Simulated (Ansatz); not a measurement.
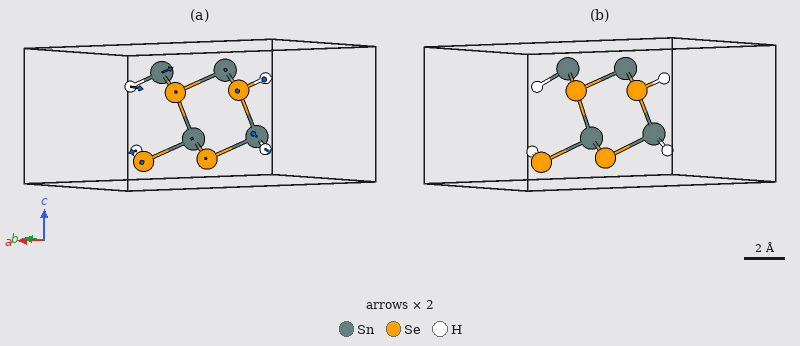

The structure of a wire of composition SnHSe before (left) and after (right) a relaxation, at one scale. The blue arrows give the displacements (the part carried along by the change of the cell is left out), 2 times their true length.

Style: ball-and-stick. Shown: the cell of the calculation, with the vacuum cut short, from a free direction.

Case: armchair ribbon, 4 formula units a period, edges capped with H.

Method: Ansatz 0.2.0, DFT PBE, scalar-relativistic, plane waves, PAW.

The input:
```yaml
crystal:
  lattice:
    - [17.3, 0.0, 0.0]
    - [0.0, 10.9, 0.0]
    - [0.0, 0.0, 6.7797015376]
  atoms:
    - { symbol: Sn, position: [0.5565644871, 0.4286591373, 0.3333333333] }
    - { symbol: Sn, position: [0.6696934613, 0.4286591373, 0.8333333333] }
    - { symbol: Sn, position: [0.3303065387, 0.4286591373, 0.3333333333] }
    - { symbol: Sn, position: [0.4434355129, 0.4286591373, 0.8333333333] }
    - { symbol: Se, position: [0.6696934613, 0.5713408627, 0.1666666667] }
    - { symbol: Se, position: [0.4434355129, 0.5713408627, 0.1666666667] }
    - { symbol: Se, position: [0.5565644871, 0.5713408627, 0.6666666667] }
    - { symbol: Se, position: [0.3303065387, 0.5713408627, 0.6666666667] }
    - { symbol: H, position: [0.7406223689, 0.5181168468, 0.7288376931] }
    - { symbol: H, position: [0.2593776311, 0.5181168468, 0.2288376931] }
    - { symbol: H, position: [0.7303129346, 0.4948857273, 0.2559739871] }
    - { symbol: H, position: [0.2696870654, 0.4948857273, 0.7559739871] }
basis:
  ecutwfc: 420
kpoints:
  mp_grid: { grid: [1, 1, 5] }
hamiltonian:
  xc: pbe
scf:
  occupations: { method: gaussian, width: 0.05 }
output:
  forces: true
  stress: true
  eigenvalues: true
  populations: true
  write_density: true
  write_potential: true
  elf: true
  volumetric_format: npy
relax:
  adjacent_minimum: "off"
  f_tol: 0.02
  max_steps: 45
  cell: { fix: [a, b, alpha, beta, gamma], stress_tol: 0.03 }
```

Command:
```bash
ansatz run input.yaml --threads 4 --pin off --max-ram 11264MiB --backend cpu --events-out ev --progress --plain --runs-dir out
```

Q: Summarise the run.

A: Over 9 accepted moves (11 points after the start) the energy falls by 0.146 eV per cell of the calculation. The largest force component goes from 0.88 to 0.0098 eV/Å. The line search rejected the trial step at point 1 of the run. The SCF was repeated once at an unchanged geometry on a basis and grid sized afresh for the cell, which shifted the energy by 0.9 meV per cell of the calculation at most. The largest moves relative to the centre of the atoms, 0.40 Å, are those of H9 and H10. By element the largest moves are H 0.40 Å, Sn 0.33 Å, Se 0.18 Å. Along the periodic axis the drawn cell goes c 6.780 → 6.851 Å (+1.0 %). Among the contacts that change: Sn2–H9 1.720 → 1.791 Å, Sn2–Se5 2.743 → 2.812 Å, Sn1–Se5 2.743 → 2.802 Å, Sn1–Se6 2.743 → 2.715 Å. Bond angles that change, for instance: Sn1–Se5–Sn2 91.0° → 82.2°, Sn2–Se7–Sn4 91.0° → 85.7°, Se5–Sn1–Se7 91.0° → 94.3°. The run took 110 s on 4 threads of Arm Neoverse V2 (shared host), peak memory 1.7 GiB.
